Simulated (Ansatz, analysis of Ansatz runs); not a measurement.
# Bond-centred H+ along c in ZnO: local vibrational mode, HSE06, part 2 of 2

Subject: bond-centred H+ along c in ZnO. Wanted: its local vibrational mode, in one set-up (HSE06, 32-site cell, PBE lattice, 420 eV, k: the zone centre alone, anharmonic cut). The model is a cell of 32 host atoms with 1 H put in. The frequencies come from force constants among the defect atom and its neighbours, with the masses of the isotopes named. Exact exchange opens the gap, stiffens bonds and lessens the self-interaction error, at many times the cost.

Ansatz 0.2.0; HSE06, 32-site cell, PBE lattice, 420 eV, k: the zone centre alone, anharmonic cut.

So far: The structure; Relaxation, charge +1.

### 2. Relaxation, charge +1 (continued)

Level of this step: plane-wave PAW DFT, HSE06; relaxation of all atoms of a defect supercell (Ansatz).

The steps of the relaxation:

```csv
step,energy less that of the first step (eV),largest force component (eV/Å)
1,0.0000,2.7282
2,-0.7145,1.5850
3,-1.0046,0.7010
4,-1.0559,0.5261
5,-1.0999,0.1460
6,-1.1023,0.0238
7,-1.1027,0.0148
8,-1.1027,0.0014
```

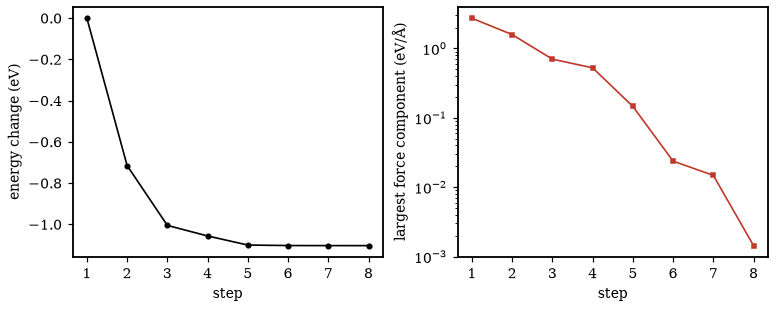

Energy and largest force along the relaxation.

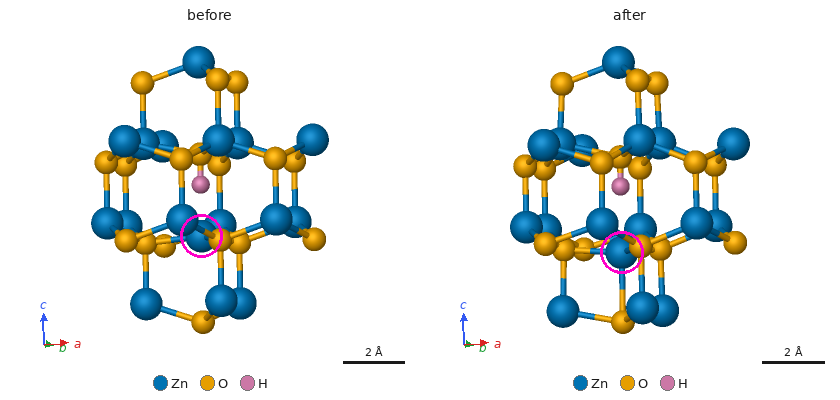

Before and after: the atoms that start within 5 Å of the centre. Zn17, which moves most, is ringed if it is among them.

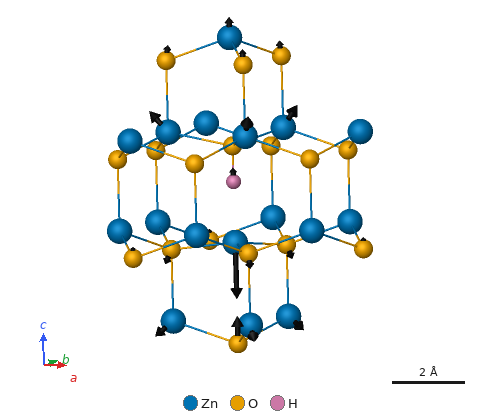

Displacements in the relaxation from the typed sites near the centre, exaggerated, the mean shift taken out; the longest in the cell stands for 0.39 Å.

The atoms that moved most (Å, from the sites as typed, ahead of the random displacement, the mean shift of all atoms taken out):

```csv
atom,dx,dy,dz,length
Zn17,0.001,0.000,-0.392,0.392
O24,0.000,0.000,0.171,0.171
Zn6,-0.090,-0.052,0.114,0.155
Zn30,0.000,0.104,0.114,0.154
Zn22,0.089,-0.052,0.114,0.153
Zn18,0.084,-0.048,-0.075,0.123
Zn26,0.000,0.097,-0.075,0.123
Zn2,-0.084,-0.048,-0.075,0.122
```

The relaxed structure:

```xyz
33
Lattice="6.5590 0.0000 0.0000 -3.2795 5.6803 0.0000 0.0000 0.0000 10.5865" Properties=species:S:1:pos:R:3 pbc="T T T"
Zn   -0.0003    1.8889    2.6563
Zn    1.5556    0.8979   -0.0775
O     1.6131    0.9310    1.9384
O    -0.0008    1.8716    4.6480
Zn   -0.0007    1.9279    7.9400
Zn    1.5490    0.8942    5.4052
O     1.6471    0.9507    7.3635
O    -0.0003    1.9211    9.9078
Zn   -1.6436    4.7351    2.6564
Zn   -0.0004    3.7863    0.0505
O    -0.0005    3.7863    2.0365
O    -1.6589    4.7437    4.6481
Zn   -1.6101    4.7155    7.9401
Zn   -0.0007    3.7863    5.2690
O    -0.0006    3.7863    7.2349
O    -1.6158    4.7190    9.9079
Zn    3.2796    1.8929    1.8025
Zn    5.0028    0.8977   -0.0779
O     4.9460    0.9306    1.9378
O     3.2783    1.8929    4.9239
Zn    3.2789    1.8929    8.0241
Zn    5.0080    0.8945    5.4044
O     4.9106    0.9509    7.3629
O     3.2792    1.8929   10.1149
Zn    1.6428    4.7350    2.6563
Zn    3.2791    3.8832   -0.0777
O     3.2792    3.8172    1.9381
O     1.6575    4.7437    4.6480
Zn    1.6089    4.7156    7.9398
Zn    3.2788    3.8900    5.4048
O     3.2789    3.7771    7.3632
O     1.6149    4.7189    9.9076
H     3.2768    1.8929    3.9660
```

Neighbours of H33 at the end:

```csv
atom,distance (Å)
O20,0.958
Zn17,2.163
Zn6,2.460
Zn30,2.461
Zn22,2.462
O3,2.794
O27,2.796
O19,2.797
```

Numbers from this step:

```
free energy : -62205.3573 eV
```

The relaxation ends 33 meV an atom lower than the displaced start, with a largest force component of 0.0014 eV/Å.

### 3. Local vibrational modes

A local mode lives on the defect and the atoms next to it, so only the sites listed in the input are displaced, which costs far fewer SCF runs than the whole cell would.

This step: plane-wave PAW DFT, HSE06; finite-displacement force constants among the atoms nearest to a defect, the others at rest.

The input, modes/input.yaml:

```yaml
crystal:
  lattice:
    - [6.55903994, 0.0, 0.0]
    - [-3.27951997, 5.68029521, 0.0]
    - [0.0, 0.0, 10.58650211]
  atoms:
    - { symbol: Zn, position: [0.166228634, 0.332541771, 0.250916485] }
    - { symbol: Zn, position: [0.316204472, 0.158067184, -0.007316333] }
    - { symbol: O, position: [0.327875474, 0.163894162, 0.183100027] }
    - { symbol: O, position: [0.164629279, 0.329489399, 0.439052498] }
[... 1 atom line left out ...]
    - { symbol: Zn, position: [0.314872146, 0.157423721, 0.510572228] }
[... 5 atom lines left out ...]
    - { symbol: O, position: [0.164635037, 0.835109658, 0.43906144] }
[... 4 atom lines left out ...]
    - { symbol: Zn, position: [0.666641134, 0.333245272, 0.170263293] }
[... 1 atom line left out ...]
    - { symbol: O, position: [0.835983409, 0.163831338, 0.183043771] }
    - { symbol: O, position: [0.666431519, 0.333239264, 0.465107689] }
[... 1 atom line left out ...]
    - { symbol: Zn, position: [0.842266844, 0.157477397, 0.510503197] }
[... 4 atom lines left out ...]
    - { symbol: O, position: [0.835952566, 0.67200693, 0.183069896] }
    - { symbol: O, position: [0.670264495, 0.835119969, 0.439045578] }
[... 1 atom line left out ...]
    - { symbol: Zn, position: [0.8422938, 0.684817198, 0.510536963] }
[... 2 atom lines left out ...]
    - { symbol: H, position: [0.66619673, 0.333233191, 0.374625146] }
total_charge: 1
basis:
  ecutwfc: 420
  xc_grid: 2
hamiltonian:
  xc: hse06
kpoints:
  mp_grid: { grid: [1, 1, 1] }
scf:
  occupations: { method: fermi_dirac, width: 0.01 }
  max_iter: 120
output: {}
checkpoint:
  read: "../relax.run"
phonons:
  supercell: [1, 1, 1]
  displaced_sites: [19, 32]
```

Launch:

```bash
$ ansatz run input.yaml --threads 4 --pin off --max-ram 7536MiB --backend cpu --events-out ev --progress --plain --runs-dir out
```

Numbers of over 12 decimals in the logs are rounded to 6 here.

Log:

```text
[...]
Warning: basis.xc_grid 2: finite-displacement phonons take 3 at the least, and a number is run as typed, so the frequencies can be off [figures from the program's tests cut]. [...]
[...]
Crystal: 33 atoms, lattice volume = 394.424 Å³
Basis set: ecut = 420 eV, 7607 PW (Γ), exchange–correlation on 90×90×144 points (8 copies of the dense FFT grid, shifted against one another)
Bands: 177, of which v1, the nominal top of the filled ones, is band 144 counted from 1 (143 counted from 0)
Symmetry: 1 space group operations
k-points: 1
[...]
Stability of the state it starts from, as read at its close in the unpolarized treatment: not read, because the functional holds exact exchange (a hybrid, or Hartree-Fock), whose exchange loop this test does not read (fock_operator)
[...]
Frozen-core exchange: fock
[...]
max |Σ_I F_I| component: 4.44e-5 eV/Å
--- Band table (eV) ---
[...]
--- Phonons: 12 displaced members + reference (amplitude 0.0025 Å, Σ member SCF iterations 178) ---
  symmetry images taken by strict's conditions (phonons.symmetry_images: auto; settled by no image being taken that strict refuses)
  force constants formed among 2 of 33 sites (O 19, H 32); the other 31 at rest. The modes move the named sites alone.
  the frequencies, the zero-point energy and the sums are of the block with the acoustic sum rule laid on its rows. Row sums over every site: 9.7e-4 eV/Å² at the most
  transpose residual: 4.4e-5 eV/Å²
  largest component of a force at the reference: 1.4e-3 eV/Å on a named site, 1.4e-3 eV/Å on a site at rest
  frequencies among the named sites at Γ of the cell (cm⁻¹): 306.83 341.76 342.01 621.41 621.48 3857.56
  unstable modes among the named sites: 0
  frequencies as built, with no sum rule (cm⁻¹): 306.87 341.76 342.01 621.41 621.49 3857.58
  zero-point energy: 0.377596 eV/cell   skipped modes (ω ≤ 0): 0
  not written: the harmonic force-constant file, the file of eigenvectors (these modes' are written with the force constants), the density of states and the dispersion, which are of every site
[key lines of the parts left out:]
Free energy (F): -62205.357341 eV
Fermi energy:    6.861046 eV
```

Elapsed: 2.9 min, on 4 threads of Intel Xeon Platinum 8559C (Emerald Rapids), shared host; peak memory 1.2 GiB; 11 min of CPU time.

This step gave:

```yaml
free_energy: -62205.3573 eV
```

The modes with the largest weight on the probed atoms (the light atom of a pair), for the masses of each isotope. Modes of the displaced atoms (local only where they lie over the host's phonons):

```csv
isotopes,mode (cm⁻¹),share of the defect atoms
H,3858,0.944
H,621.5,0.87
H,621.5,0.871
D,2804,0.894
D,478.6,0.592
D,478.4,0.592
```

### 4. Point 1 along the mode

A light atom samples the curved part of its well, so the energy is mapped along the mode and the one-dimensional Schrödinger equation solved on it.

This step: plane-wave PAW DFT, HSE06; single point of a defect supercell.

cut0/input.yaml, as its differences from modes/input.yaml of step 3:

```diff
@@ -18,3 +18,3 @@
     - { symbol: O, position: [0.835983409, 0.163831338, 0.183043771] }
-    - { symbol: O, position: [0.666431519, 0.333239264, 0.465107689] }
+    - { symbol: O, position: [0.666427464, 0.333239159, 0.463545618] }
 [... 1 atom line left out ...]
@@ -27,3 +27,3 @@
 [... 2 atom lines left out ...]
-    - { symbol: H, position: [0.66619673, 0.333233191, 0.374625146] }
+    - { symbol: H, position: [0.666257773, 0.333234754, 0.400269187] }
 total_charge: 1
@@ -39,7 +39,5 @@
   max_iter: 120
-output: {}
+output:
+  forces: true
 checkpoint:
   read: "../relax.run"
-phonons:
-  supercell: [1, 1, 1]
-  displaced_sites: [19, 32]
```

Log:

```text
[...]
Warning: checkpoint.read: the run can stay near the saved state's solution: 2 site(s) moved relative to the saved geometry (max |Δs| = 2.564e-2 fractional); [...]
[...]
Crystal: 33 atoms, lattice volume = 394.424 Å³
Basis set: ecut = 420 eV, 7607 PW (Γ), exchange–correlation on 90×90×144 points (8 copies of the dense FFT grid, shifted against one another)
Bands: 177, of which v1, the nominal top of the filled ones, is band 144 counted from 1 (143 counted from 0)
Symmetry: 1 space group operations
[...]
k-points: 1
[...]
SCF iter   5: F=—  HF=-62202.293908 eV  |F-HF|=—  |Δ(HF+E_count)|=   8.69e-3  Δρ=7.04e-4  dr2=1.36e-3  ethr=5.19e-7  ⟨swp⟩=3.0  Hψ=824  notcnv=0
eigensolver tolerance schedule: the retry pair's looser diagonalisation over-reported the residual by 0.10 of it (diagonalisation noise at 0.10 of the residual, at the tolerance the schedule requests for it); [...]
[...]
Internal energy: -62200.689772 eV  (E = F + TS)
E sigma→0 (E₀):  -62200.689772 eV
Fermi energy:    6.873329 eV
[...]
--- Forces (eV/Å), atoms counted from 1 ---
  atom   1  Zn     0.00026547    -0.01811355    -0.05626377
  atom   2  Zn     0.00540997     0.00308998     0.02509852
  atom   3  O     -0.02766837    -0.01599737     0.00843329
  [... 2 atoms left out ...]
  atom   6  Zn    -0.02894014    -0.01679361     0.07299991
  [... 5 atoms left out ...]
  atom  12  O     -0.00417265     0.00242026     0.04067507
  [... 4 atoms left out ...]
  atom  17  Zn    -0.00067932     0.00001499     0.21452567
  [... 1 atom left out ...]
  atom  19  O      0.02701159    -0.01563410     0.00911698
  atom  20  O      0.07717766     0.00173689    47.06802473
  [... 1 atom left out ...]
  atom  22  Zn     0.02856510    -0.01640074     0.07286452
  [... 4 atoms left out ...]
  atom  27  O     -0.00002245     0.03148846     0.00876530
  [... 2 atoms left out ...]
  atom  30  Zn     0.00009745     0.03319487     0.07292870
  [... 2 atoms left out ...]
  atom  33  H     -0.07562579    -0.00171881   -47.48031002
  max |Σ_I F_I| component: 2.12e-4 eV/Å
--- Band table (eV) ---
[...]
[key lines of the parts left out:]
Free energy (F): -62200.689772 eV
```

Run time: 14 s. Hardware: 4 threads; peak memory 1.1 GiB; 46 s of CPU time.

This step gave:

```
free energy : -62200.6898 eV
```

The series, run alike:

```csv
run,outcome,energy less the first (eV),moment (μB),time
point 1 along the mode,converged,0.0000,0.00,14 s
point 2 along the mode,converged,-2.6824,0.00,18 s
point 3 along the mode,converged,-3.9014,0.00,17 s
point 4 along the mode,converged,-4.5081,0.00,18 s
point 5 along the mode,converged,-4.5530,0.00,17 s
point 6 along the mode,converged,-4.2747,0.00,17 s
point 7 along the mode,converged,-3.9315,0.00,17 s
point 8 along the mode,converged,-3.4911,0.00,18 s
point 9 along the mode,converged,-3.0328,0.00,17 s
```

### 5. Anharmonic fundamental

Analysis of the runs above: one-dimensional Schroedinger equation on a polynomial through HSE06 energies along the local mode.

It gives:

```
stretch            : 3699 cm⁻¹
stretch d          : 2715 cm⁻¹
stretch harmonic   : 3858 cm⁻¹
stretch d harmonic : 2804 cm⁻¹
```

The energy by normal coordinate:

```csv
normal coordinate (amu½ Å),energy (eV)
-0.280,4.67
-0.206,1.99
-0.140,0.766
-0.070,0.159
0.000,0
0.070,0.115
0.140,0.393
0.206,0.736
0.280,1.18
0.355,1.63
```

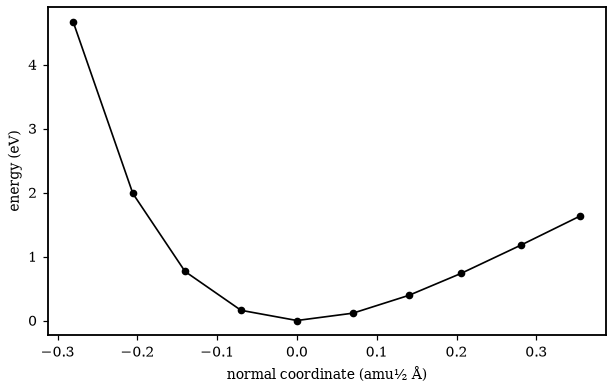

Energy, plotted against normal coordinate.

### 6. Results

| Item | Value |
| --- | --- |
| distance from the defect atom to its nearest neighbour | 0.958 Å |
| O-H stretch, 1H | 3699 cm⁻¹ |
| O-D stretch, 2H | 2715 cm⁻¹ |
| time of the whole chain | 7.3 min on 4 threads |

In words: O-H stretch, 1H: computed 3699 cm⁻¹, measured 3611.3 cm⁻¹; 87 cm⁻¹ (2 %) above the measurement. O-D stretch, 2H: computed 2715 cm⁻¹, measured 2668 cm⁻¹; 47 cm⁻¹ (2 %) above the measurement. The anharmonic cut moves the O-H stretch, 1H from 3858 to 3699 cm⁻¹; a straight cut leaves out the coupling to the other modes. Only the named neighbours move, so modes near the host's band are approximate. Limits: the zone centre alone is a coarse sampling for this cell; the periodic copies of the defect are only 6.6 Å apart.

[Logs are printed without paths, hosts, clocks, repeated set-up lines and the standing remarks that a program may print on its own settings, such as how far it seeks lower states.]

[Hosts, paths, dates, database ids (printed as entryN), source tags and the programs' standing remarks are cut or masked in the printed files.]

[For some hosts the program warned that the k-mesh of the response run may be too coarse for force constants and the static dielectric constant; such warnings are not shown here.]
